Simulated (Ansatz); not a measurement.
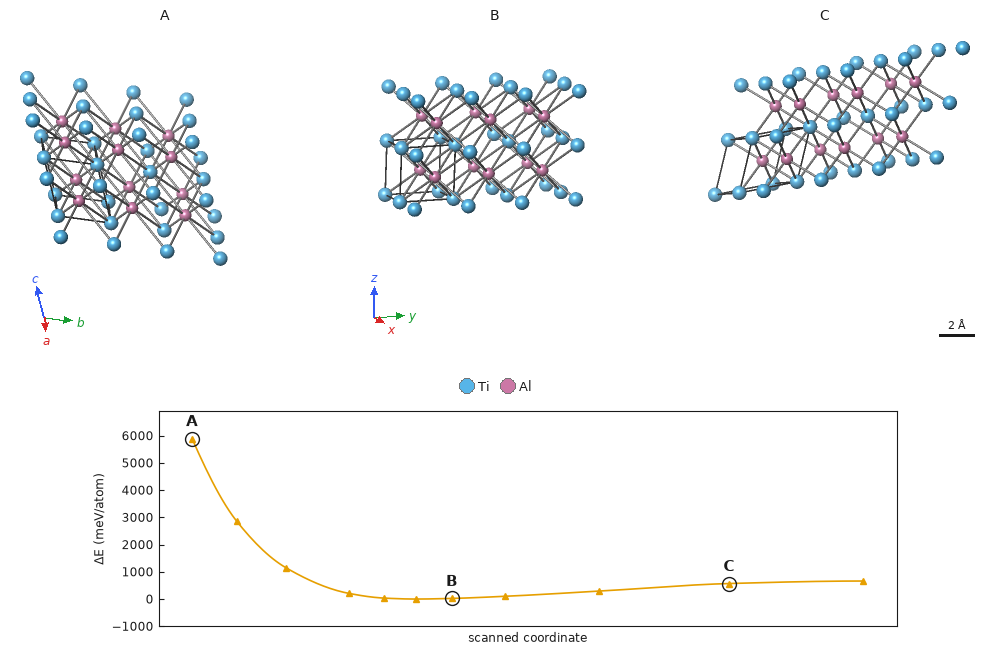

A scan of a crystal of TiAl (Pm-3m) along one coordinate. x, y and z are the Cartesian axes of the input. A ball-and-stick model of the cell of the calculation, repeated 2 × 3 × 2 with one cell outlined, seen slightly off an axis.

These are results of DFT r2SCAN, scalar-relativistic, plane waves, PAW (Ansatz), not measurements. (plane-wave cutoff 500 eV; k-point mesh 16 × 16 × 16; occupations gaussian; smearing width 0.15 eV; no spin polarisation). Energies (free energies at the smearing named) are counted from the cell as listed in its source, which wasn't relaxed.

Q: What is being scanned?

A: The ratio of the cell's length along [111] to its lengths across, counted as 1 for the reference, is changed at fixed volume (a trigonal path), with the atoms kept at their fractional coordinates. In the frames the relative ratio is 0.50 (A), 1.08 (B), 1.70 (C). The lowest computed point lies at the relative ratio 1.00 (0 meV/atom). The end points stand at 5895 meV/atom (0.50) and 662 meV/atom (2.00). The unrelaxed reference is under a pressure of −0.8 GPa. The distortion takes the space group from Pm-3m to R-3m, except for Fm-3m at 2.00. At the relative ratio 2.00 the cell of the drawing goes a 3.179 → 3.568 Å, b 3.179 → 3.568 Å, c 3.179 → 3.568 Å, α 90.0° → 60.0°, β 90.0° → 60.0°, γ 90.0° → 60.0°.
